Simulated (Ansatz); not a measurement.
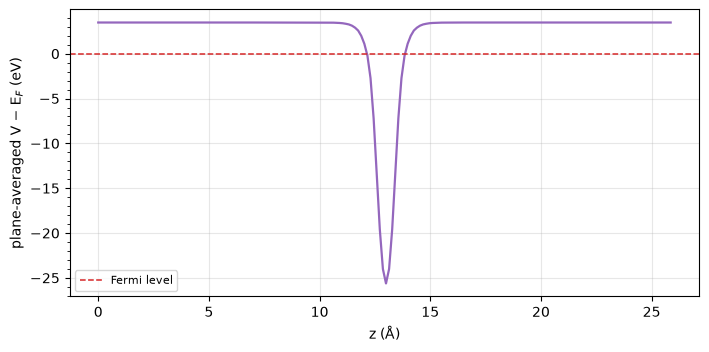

*BN (slab). Plane average of the electrostatic potential energy of an electron across the slab.*

Method: DFT PBE+D3(BJ), scalar-relativistic, plane waves, PAW (Ansatz 0.2.0).

Core electrons are frozen (PAW), and the valence fields are smoothed inside the atomic spheres.

Input file:

```
crystal:
  lattice:
    - [2.5061232302, 0.0, 0.0]
    - [-1.2530616151, 2.1703663823, 0.0]
    - [0.0, 0.0, 26.0]
  atoms:
    - { symbol: B, position: [0.0, 0.0, 0.5] }
    - { symbol: "N", position: [0.6666666667, 0.3333333333, 0.5] }
  periodic: [true, true, false]
basis:
  ecutwfc: 420
kpoints:
  mp_grid: { grid: [12, 12, 1] }
hamiltonian:
  xc: pbe
  dispersion: d3bj
scf:
  occupations: { method: gaussian, width: 0.02 }
output:
  forces: true
  stress: true
  eigenvalues: true
  write_density: true
  write_potential: true
  elf: true
  volumetric_format: npy
relax:
  adjacent_minimum: "off"
  f_tol: 0.005
  max_steps: 80
  cell: { stress_2d_tol: 0.02 }
```

Command:

```sh
ansatz run input.yaml --threads 1 --pin off --max-ram 3072MiB --backend cpu --events-out ev --progress --plain --runs-dir out
```

The fields are those of the relaxed geometry.

How far above the Fermi level of the calculation is the vacuum level?

Answer. 3.5 eV. The slab has a gap, so the Fermi level lies inside it and this isn't a work function in the metallic sense.

How thick is the slab, and how wide the vacuum?

Answer. The outermost nuclei are 0.0 Å apart, in 1 atomic plane; the vacuum between periodic images is 26.0 Å wide.
